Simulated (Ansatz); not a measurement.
# Run report: Ir, geometry relaxation (part 2 of 3)

Continued. System: Ir (slab, 16 atoms in the cell). Method: DFT PBE+D3(BJ), scalar-relativistic, plane waves, PAW, no spin polarisation (Ansatz 0.2.0); cutoff 420 eV, 4×4×1 k-mesh, Gaussian smearing of 0.1 eV. The structure derives from an entry of the Crystallography Open Database. The input holds or restrains some coordinates. Forces given for the steps count only the free coordinates. It belongs to a series of runs on one base structure; here: clean slab, lower planes held.

Geometry of the input (Å; fractional positions):
```
5.4313  0.0000  0.0000
0.0000  5.4313  0.0000
0.0000  0.0000  21.7608
Ir 0.2500  0.2500  0.3676
Ir 0.2500  0.7500  0.3676
Ir 0.7500  0.2500  0.3676
Ir 0.7500  0.7500  0.3676
Ir 0.5000  0.5000  0.4559
Ir 0.5000  0.0000  0.4559
Ir 0.0000  0.5000  0.4559
Ir 0.0000  0.0000  0.4559
Ir 0.7500  0.7500  0.5441
Ir 0.7500  0.2500  0.5441
Ir 0.2500  0.7500  0.5441
Ir 0.2500  0.2500  0.5441
Ir 0.0000  0.0000  0.6324
Ir 0.0000  0.5000  0.6324
Ir 0.5000  0.0000  0.6324
Ir 0.5000  0.5000  0.6324
```

The program's output, continued
```
SCF iter   1: F=—  HF=-190962.091180 eV  |F-HF|=—  |Δ(HF+E_count)|=         —  Δρ=3.92e-4  dr2=5.87e-3  ethr=2.47e-5  p=0.003 e·Å  D=7.17e-4 V/Å  ΔV_dip=-0.02 eV  dr2_dipole=2.22e-3  V_vac-E_F(+/−)=5.61/5.62 eV  ⟨swp⟩=2.0  Hψ=1487  notcnv=0  defer=43
efield: sawtooth ramp at fractional position 0.9800 (handed on by an earlier solve), width 0.0400; the density the first Hamiltonian is built on has a dipole p = 0.003 e·Å; the dipole correction subtracts the counter field D = 7.17e-4 V/Å, which shifts the + side's vacuum level by -0.02 eV against the − side's; the planar-averaged density in the ramp window peaks in size at 5.6e-6 e/Å³
preconditioner: auto → LDOS  [metal: Δε(μ)=0.031 eV  Ē_g=6.031 eV  σ=0.100 eV  W_gap=0.17  n_scr=132 (ndim 8)  ℏωp=17.6 eV  f_vac=0.572  D(μ)=21.63/eV (n_scr^D=148)  β→1.0]
SCF iter   2: F=—  HF=-190962.091094 eV  |F-HF|=—  |Δ(HF+E_count)|=   8.53e-5  Δρ=2.02e-4  dr2=5.42e-4  ethr=2.16e-6  p=0.002 e·Å  D=5.26e-4 V/Å  ΔV_dip=-0.01 eV  dr2_dipole=1.41e-6  V_vac-E_F(+/−)=5.61/5.62 eV  ⟨swp⟩=2.0  Hψ=1507  notcnv=0  defer=44
SCF iter   3: F=—  HF=-190962.090958 eV  |F-HF|=—  |Δ(HF+E_count)|=   1.36e-4  Δρ=5.03e-5  dr2=4.11e-5  ethr=1.99e-7  p=0.002 e·Å  D=6.36e-4 V/Å  ΔV_dip=-0.01 eV  dr2_dipole=6.03e-6  V_vac-E_F(+/−)=5.60/5.62 eV  ⟨swp⟩=3.0  Hψ=1889  notcnv=0  defer=44
SCF iter   4: F=—  HF=-190962.090260 eV  |F-HF|=—  |Δ(HF+E_count)|=   6.98e-4  Δρ=2.01e-5  dr2=9.84e-6  ethr=1.51e-8  p=0.002 e·Å  D=6.40e-4 V/Å  ΔV_dip=-0.01 eV  dr2_dipole=2.93e-6  V_vac-E_F(+/−)=5.60/5.62 eV  ⟨swp⟩=2.0  Hψ=1435  notcnv=0  defer=44
SCF iter   5: F=—  HF=-190962.090261 eV  |F-HF|=—  |Δ(HF+E_count)|=   8.66e-7  Δρ=5.48e-6  dr2=1.62e-7  ethr=3.62e-9  p=0.002 e·Å  D=6.55e-4 V/Å  ΔV_dip=-0.01 eV  dr2_dipole=3.68e-9  V_vac-E_F(+/−)=5.60/5.62 eV  ⟨swp⟩=1.7  Hψ=1078  notcnv=0  defer=44
SCF iter   6: F=-190962.090262 eV  HF=-190962.090262 eV  |F-HF|=5.63e-8  |Δ(HF+E_count)|=   5.55e-7  Δρ=1.45e-6  dr2=3.06e-8  ethr=3.68e-11  p=0.002 e·Å  D=6.67e-4 V/Å  ΔV_dip=-0.01 eV  dr2_dipole=1.10e-9  V_vac-E_F(+/−)=5.60/5.62 eV  ⟨swp⟩=18.0  Hψ=8458  notcnv=0
SCF 4 converged in 6 iterations: F = -190962.090262 eV  dr2 = 3.06e-8
relax step   4: F+E_penalty+E_count = -190962.09026196 eV  Δ(F+E_penalty+E_count) = -1.629e-3 eV  max|allowed force component| = 4.213e-3 eV/Å  Δτ_max = 0.0043 Å  (6 SCF iters, accepted)
```

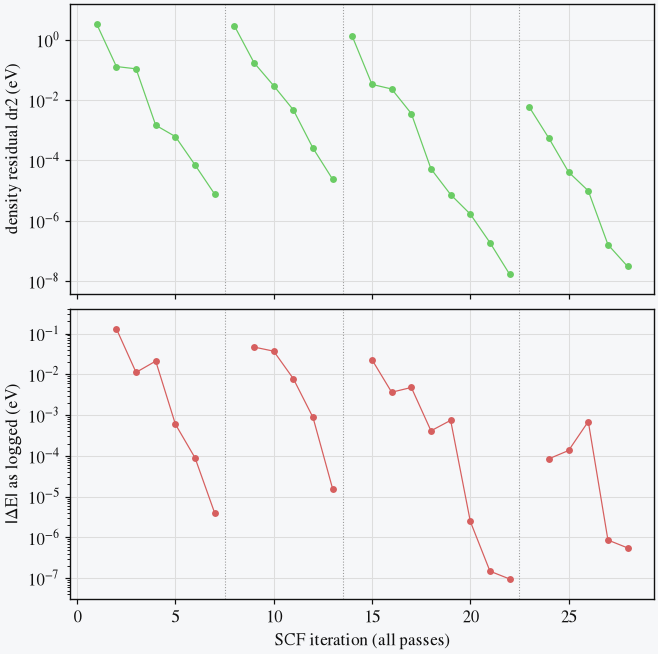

**Figure 1.** Convergence of the self-consistent field: density residual dr2 and size of the energy change against the SCF iteration. The dotted lines part the SCF passes of the relaxation: geometry steps, rejected trials and re-solves on a re-selected basis. The passes take 7, 6, 9 and 6 iterations.

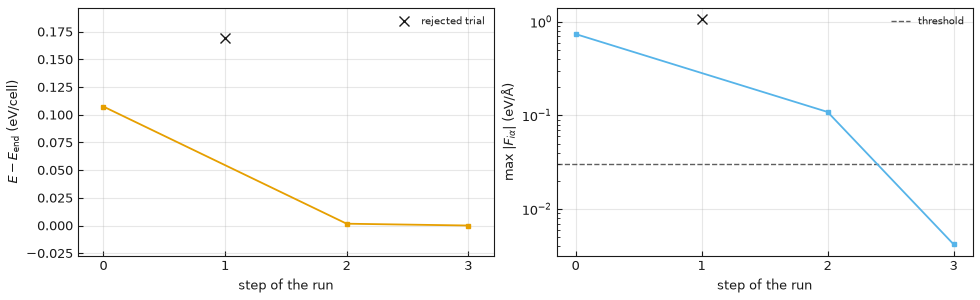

**Figure 2.** Progress of the restrained relaxation, step by step (the first geometry is step 0 here and step 1 in the log).

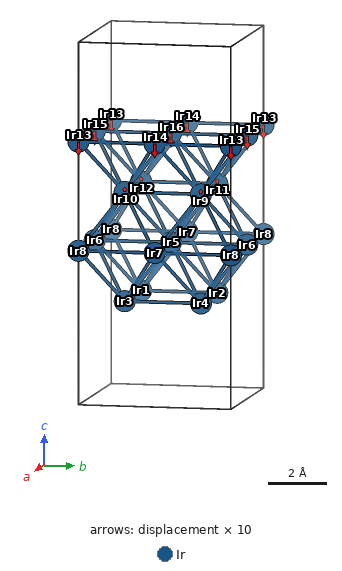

**Figure 3.** The starting structure with the displacements as red arrows, magnified 10 times (ball-and-stick view of the cell of the calculation, with the vacuum cut short, seen slightly off an axis). After 3 geometry steps the energy has fallen by 0.107 eV per cell of the calculation. Largest force component: 0.74 eV/Å at the start, 0.0042 eV/Å at the end. The line search rejected the trial step at point 1 (counted from 0) and went back. The largest moves, 0.052 Å, are those of Ir13, Ir14, Ir15 and Ir16. The cell stays as it was. Distances before and after: Ir10–Ir13 2.716 → 2.665 Å, Ir5–Ir10 2.716 → 2.730 Å. (Atoms are counted from 1 in the order of the input.)

```
WARN: The input density's exchange-correlation potential varies sharply where the density is thin. Do not read a vacuum level from v_tot or v_xc, or from such a field of the output density. On a cell that repeats whose density bears no net charge and no dipole along the vacuum's axis use v_es (v_loc + v_h of the components); under efield.dipole_correction with no amplitude use v_es + v_field, which holds any external_charges[].barrier, or the levels of the report's work_function block, which leave it out; under a non-zero efield.amplitude the vacuum is tilted and has no level; on a cell that repeats and bears such a dipole with no correction it is tilted too, and efield.dipole_correction with no amplitude gives each side of its ramp a level where efield: is served; in a cell that repeats whose density bears a net charge (total_charge, or a fill off its count) it is curved and has none; of a slab under crystal.periodic whose density bears no net charge use v_es, which has a level on each side, short of where the two are joined; of another it falls or rises all the way out and has none; of a slab beside external_charges read slab_vacuum_level instead, which it has where they leave it neutral. The grid or the basis barely resolves most such structure, and the values can differ between equally converged runs; as a rule a tighter scf.convergence.dr2_threshold does not remove it. Where the density itself ripples (under the LDA too) a higher basis.ecutwfc lessens it. The files hold the spikes' plane waves up to the density's cutoff. Files: v_tot and the like, and their columns of v_z.tsv (output.write_potential); v_xc and the like, and their columns of v_comp_z.tsv (output.write_potential_components); where files of the output density stand in their place, no point of their own thin density is over the threshold below, and this is of outcome.potential() and, of a run that writes arrays (npy), the arrays of these names. Measured: with its Gaussian average of σ = 0.25 Å subtracted twice, the exchange-correlation potential is over 0.1 eV at 28 of the grid points where the equally averaged density (valence and model cores) is under 1e-3 e/Å³, and 0.119 eV at the most among them, at an averaged density of 1.0e-7 e/Å³. See output.write_potential in the manual, Limitations
SCF converged after 6 iterations
Free energy (F): -190962.090262 eV
Harris-Foulkes:  -190962.090262 eV  (|F-HF|=5.63e-8)
Internal energy: -190961.982197 eV  (E = F + TS)
E sigma→0 (E₀):  -190962.036230 eV
Entropy (-TS):   -0.108064 eV (-6.754 meV/atom)
Fermi energy:    5.425103 eV
Dipole field:    D = 0.000642 V/Å  (p = 0.002276 e·Å, saw-weighted, corrected)
Work function:   Φ+ = 5.6031 eV   Φ− = 5.6171 eV
Levels:          The Fermi level and band energies are counted from a zero that moves with the ramp; work functions are not
--- Per-component energies (eV) ---
  E_band       = -6729.130159
  E_kinetic    = 9945.652024
  E_local      = -370843.792872  (includes V_loc(G=0)·N_el)
  E_nonlocal   = 1170.314012
  E_hartree    = 180744.449851
  E_xc         = -4270.561305
  E_vxc        = -4778.096425  (∫ρ·V_xc dr)
  E_paw        = -147575.672168  (= ΣΔE_a)
  E_vpaw       = -3712.028698  (= ΣTr[D̂ρ^β])
  E_aug_tail   = 0.000899  (compensation charges beyond the density's cutoff)
  E_efield     = 0.000001  (sawtooth field / dipole correction)
  E_vefield    = 0.001414  (∫n·V_field dr)
  E_ewald      = 139875.795494
  E_disp       = -8.168133  (pairwise vdW)
  E_smearing   = -0.108064  (= −TS)
  E_closure    = -0.000000  (closes the sum)
  Σ components = -190962.090262   (vs F -190962.090262, Δ=0.00e0)
--- Forces (eV/Å), atoms counted from 1 ---
  atom   1  Ir    -0.00000000    -0.00000000     0.72806371
  atom   2  Ir    -0.00000000     0.00000000     0.72806371
  atom   3  Ir    -0.00000000    -0.00000000     0.72806371
  atom   4  Ir    -0.00000000    -0.00000000     0.72806371
  atom   5  Ir    -0.00000000     0.00000000    -0.73146410
  atom   6  Ir    -0.00000000     0.00000000    -0.73146410
  atom   7  Ir    -0.00000000     0.00000000    -0.73146410
  atom   8  Ir    -0.00000000    -0.00000000    -0.73146410
  atom   9  Ir    -0.00000000     0.00000000     0.00421339
  atom  10  Ir    -0.00000000    -0.00000000     0.00421339
  atom  11  Ir    -0.00000000     0.00000000     0.00421339
  atom  12  Ir    -0.00000000     0.00000000     0.00421339
  atom  13  Ir    -0.00000000     0.00000000    -0.00081146
  atom  14  Ir    -0.00000000     0.00000000    -0.00081146
  atom  15  Ir    -0.00000000    -0.00000000    -0.00081146
  atom  16  Ir    -0.00000000    -0.00000000    -0.00081146
  max |Σ_I F_I| component: 6.14e-6 eV/Å
--- Band table (eV; the first three rows and the last of 6) ---
  k-point 0: bands = ["-87.4961", "-87.4697", "-87.4697", "-87.4480", "-87.3715", "-87.3523", "-87.3523", "-87.3307", "-86.6335", "-86.6125", "-86.6125", "-86.5907", "-86.5652", "-86.5438", "-86.5438", "-86.5222", "-44.6686", "-44.6686", "-44.6180", "-44.6180", "-44.5862", "-44.5862", "-44.5479", "-44.3716", "-44.3716", "-44.2975", "-44.2911", "-44.2911", "-44.2228", "-44.2228", "-44.2055", "-44.2055", "-44.1911", "-44.1908", "-44.1313", "-44.1313", "-44.0173", "-44.0173", "-44.0035", "-44.0035",
      "-43.7083", "-43.7083", "-43.7015", "-43.7015", "-43.6474", "-43.6474", "-43.6311", "-43.6311", "-43.3904", "-43.3651", "-43.3651", "-43.3580", "-43.3454", "-43.3454", "-43.3214", "-43.3214", "-43.3209", "-43.2964", "-43.2964", "-43.2798", "-43.2723", "-43.2723", "-43.2448", "-43.2448", "-4.8361", "-2.9167", "-2.0984", "-2.0984", "-2.0320", "-2.0320", "-1.9141", "-1.8404", "-1.7848", "-1.5208", "-1.2945", "-1.2720", "-1.2720", "-0.5755", "-0.5755", "-0.4762",
      "-0.4762", "-0.4648", "-0.3438", "-0.2100", "0.3872", "0.3872", "0.9029", "1.1947", "1.1947", "1.2321", "1.2321", "1.5364", "1.6845", "1.6845", "1.7250", "1.7250", "1.8882", "1.8882", "1.9637", "1.9637", "2.0770", "2.0770", "2.3315", "2.3315", "2.4229", "2.4229", "2.8111", "2.8111", "3.1065", "3.1675", "3.1675", "3.2736", "3.2736", "3.3836", "3.4707", "3.4707", "4.1304", "4.5082", "4.6436", "4.6697",
      "4.7064", "4.7064", "4.7690", "4.7690", "5.2339", "5.2339", "5.2681", "5.3086", "5.3086", "5.3586", "5.3586", "5.5775", "5.5775", "5.5955", "5.9694", "5.9776", "6.2325", "6.2325", "6.2419", "6.2566", "6.2566", "6.4940", "6.6350", "6.6350", "6.8329", "6.8948", "6.8948", "6.9091", "6.9091", "6.9654", "7.1973", "7.6374", "7.7264", "8.1342", "8.1342", "8.2146", "8.2146", "8.9011", "8.9011", "10.4705",
      "10.4705", "10.5262", "10.5262", "10.8401"]
  k-point 1: bands = ["-87.4922", "-87.4736", "-87.4665", "-87.4512", "-87.3687", "-87.3551", "-87.3492", "-87.3338", "-86.6305", "-86.6156", "-86.6093", "-86.5939", "-86.5620", "-86.5470", "-86.5407", "-86.5253", "-44.6553", "-44.6135", "-44.6117", "-44.5715", "-44.5681", "-44.5473", "-44.5346", "-44.4002", "-44.3354", "-44.3047", "-44.3018", "-44.2934", "-44.2763", "-44.2210", "-44.1959", "-44.1954", "-44.1907", "-44.1821", "-44.1610", "-44.1431", "-44.0802", "-44.0624", "-44.0146", "-44.0046",
      "-43.7052", "-43.7010", "-43.6614", "-43.6485", "-43.6432", "-43.6324", "-43.5962", "-43.5768", "-43.4048", "-43.3827", "-43.3816", "-43.3673", "-43.3616", "-43.3588", "-43.3418", "-43.3321", "-43.3249", "-43.3147", "-43.3048", "-43.2988", "-43.2925", "-43.2821", "-43.2683", "-43.2488", "-4.4099", "-2.5756", "-2.3558", "-1.9664", "-1.7059", "-1.6738", "-1.6407", "-1.5446", "-1.5198", "-1.1756", "-1.1290", "-1.1010", "-1.0005", "-0.8537", "-0.5000", "-0.3623",
      "-0.2986", "-0.1592", "-0.0449", "0.0697", "0.3693", "0.4443", "0.7291", "0.7504", "0.7668", "1.0146", "1.3598", "1.4273", "1.5109", "1.5788", "1.7683", "1.7807", "1.8309", "1.9503", "2.0602", "2.0890", "2.1250", "2.1635", "2.1760", "2.2434", "2.3914", "2.4500", "2.4898", "2.5629", "2.5935", "3.2054", "3.2623", "3.3943", "3.4264", "3.5072", "3.5196", "3.7420", "3.9510", "4.1591", "4.1991", "4.2678",
      "4.2782", "4.2964", "4.3606", "4.4387", "4.4606", "4.5303", "4.9022", "5.1195", "5.1823", "5.2246", "5.3527", "5.4068", "5.4129", "5.4158", "5.4448", "5.7104", "5.7797", "5.8296", "6.0345", "6.0837", "6.1144", "6.1239", "6.1365", "6.1380", "6.2491", "6.4303", "6.7613", "6.7640", "6.7897", "6.8967", "7.0660", "8.2341", "8.2409", "8.4741", "8.5388", "9.0895", "9.1919", "9.2220", "9.6749", "10.7832",
      "10.8025", "10.8092", "11.2173", "11.3030"]
```
